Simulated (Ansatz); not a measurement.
System: MgSi16 (cell with a defect).

```yaml
crystal:
  lattice:
    - [0.00000, 5.46968, 5.46968]
    - [5.46968, 0.00000, 5.46968]
    - [5.46968, 5.46968, 0.00000]
  atoms:
    - { symbol: Si, position: [0.37487, 0.37414, 0.37391] }
    - { symbol: Si, position: [0.37487, 0.37408, 0.87988] }
    - { symbol: Si, position: [0.37484, 0.88000, 0.37396] }
    - { symbol: Si, position: [0.39188, 0.87038, 0.87025] }
    - { symbol: Si, position: [0.88082, 0.37400, 0.37399] }
    - { symbol: Si, position: [0.87105, 0.39133, 0.87019] }
    - { symbol: Si, position: [0.87110, 0.87033, 0.39104] }
    - { symbol: Si, position: [0.87112, 0.87032, 0.87029] }
    - { symbol: Si, position: [0.25137, 0.25055, 0.25044] }
    - { symbol: Si, position: [0.25481, 0.25413, 0.74690] }
    - { symbol: Si, position: [0.25478, 0.74713, 0.25394] }
    - { symbol: Si, position: [0.25480, 0.74708, 0.74693] }
    - { symbol: Si, position: [0.74786, 0.25405, 0.25393] }
    - { symbol: Si, position: [0.74785, 0.25404, 0.74694] }
    - { symbol: Si, position: [0.74781, 0.74697, 0.25398] }
    - { symbol: Si, position: [0.75124, 0.75072, 0.75040] }
    - { symbol: Mg, position: [0.00124, 0.00068, 0.00042] }
```

These are results of DFT PBE, scalar-relativistic, plane waves, PAW in Ansatz, not measurements.

Predict the valence pseudo-density and electron localisation function between the atoms.

Mg–Si (2.77 Å): ρ at the midpoint is about 0.23 e/Å³; the ELF peaks at about 0.70 in the valence shell of Si, 1.0 Å from its nucleus, and is about 0.55 at the midpoint.

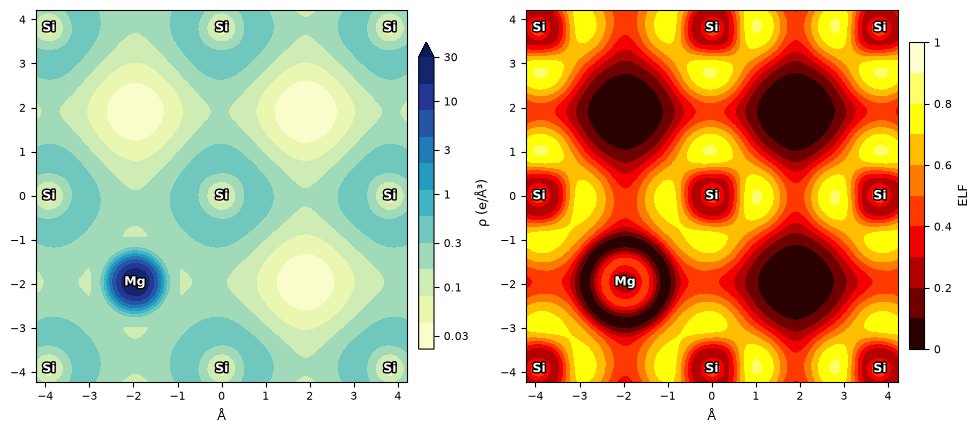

Computed valence pseudo-density and electron localisation function on the (110) plane of the calculation cell, in this order. 

In a PAW calculation such maps are meaningful between the atoms, not at the nuclei.
